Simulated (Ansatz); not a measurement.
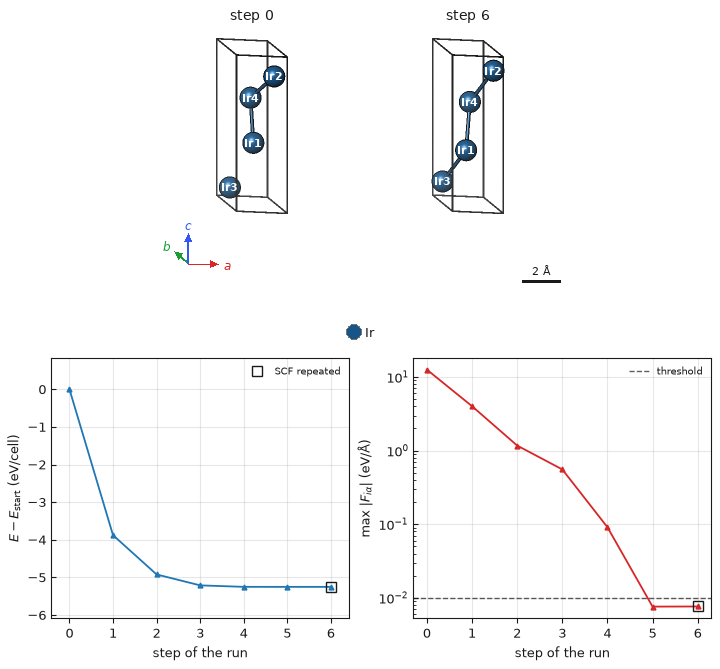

First and last geometry of a relaxation of solid Ir (set up in P1), with the history of the run. The picture is a ball-and-stick view of the cell of the calculation, seen slightly off an axis.

Case: a zone-boundary wave of random shape, sigma 0.4 Å; relaxed back.

These are results of DFT r2SCAN, scalar-relativistic, plane waves, PAW (Ansatz), not measurements. Set-up: plane-wave cutoff 500 eV; k-point mesh 12 × 12 × 4; occupations gaussian; smearing width 0.15 eV; no spin polarisation; atoms relaxed in a fixed cell; force threshold 0.01 eV/Å; at most 80 steps.

**Read the history and describe the run.**

It converged. After 5 accepted moves (6 points after the start) the energy has fallen by 5.251 eV per cell of the calculation. The largest force component goes from 13 to 0.0076 eV/Å. 1 step only repeated the SCF at the same geometry. Ir1 moves most: 0.53 Å in a general direction near [−2 −3 −1]. The cell doesn't change. Some distances before and after: Ir1–Ir3 3.346 → 2.636 Å, Ir2–Ir4 2.086 → 2.636 Å, Ir1–Ir3 (another image) 3.127 → 2.636 Å, Ir1–Ir3 (another image) 3.084 → 2.636 Å. New bonds form, among them: Ir1–Ir3 (3.35 → 2.64 Å). The space group (tolerance 0.01 Å) goes from P1 (No. 1) to P-3m1 (No. 164).

| step | E − E(0), meV/atom | largest force component, eV/Å | note |
| --- | --- | --- | --- |
| 0 | 0.00 | 12.6262 |  |
| 1 | -969.21 | 4.0229 |  |
| 2 | -1230.07 | 1.1736 |  |
| 3 | -1302.69 | 0.5559 |  |
| 4 | -1312.54 | 0.0912 |  |
| 5 | -1312.66 | 0.0076 |  |
| 6 | -1312.66 | 0.0076 | same geometry, SCF repeated |
